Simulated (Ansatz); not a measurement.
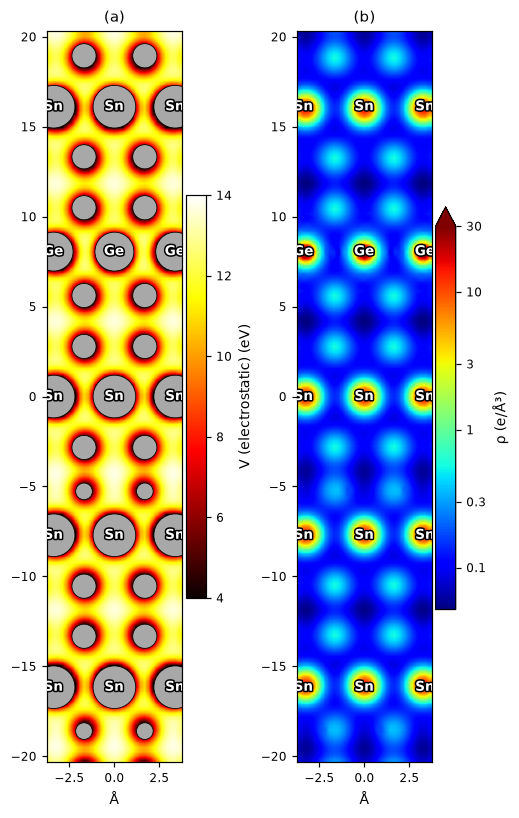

Sn4Ge. (a) electrostatic potential (local pseudopotential plus Hartree) felt by an electron; (b) valence charge density (pseudo) on the (100) plane of the conventional cell. Grey discs cover the atomic cores in the potential map.

Space group R-3m; a structure generated by program, which may or may not match a known phase.

Method: DFT PBE, scalar-relativistic, plane waves, PAW in Ansatz.

In a PAW calculation such maps are meaningful between the atoms, not at the nuclei.

```
CELL_PARAMETERS angstrom
3.38064 0.00000 0.00000
-1.69032 2.92772 0.00000
0.00000 0.00000 39.98761
ATOMIC_POSITIONS crystal
Sn 0.00000 0.00000 0.29851
Sn 0.66667 0.33333 0.63184
Sn 0.33333 0.66667 0.96517
Sn 0.66667 0.33333 0.22769
Sn 0.33333 0.66667 0.56103
Sn 0.00000 0.00000 0.89436
Sn 0.00000 0.00000 0.10564
Sn 0.66667 0.33333 0.43897
Sn 0.33333 0.66667 0.77231
Sn 0.66667 0.33333 0.03483
Sn 0.33333 0.66667 0.36816
Sn 0.00000 0.00000 0.70149
Ge 0.33333 0.66667 0.16667
Ge 0.00000 0.00000 0.50000
Ge 0.66667 0.33333 0.83333
```

**Read the bonding off the picture.**

- The plane passes through Sn and Ge nuclei.
- Sn–Sn (3.38 Å): ρ at the midpoint is about 0.14 e/Å³.
- Between the atoms the lowest density in this plane is 0.05 e/Å³.
- Outside the cores the potential energy rises away from the atoms and is highest about 2.2 Å from the nearest atoms; its zero is arbitrary.

**Does the calculation make it a metal, or give it a gap?**

It is metallic or semimetallic at this level of theory: no gap opens.
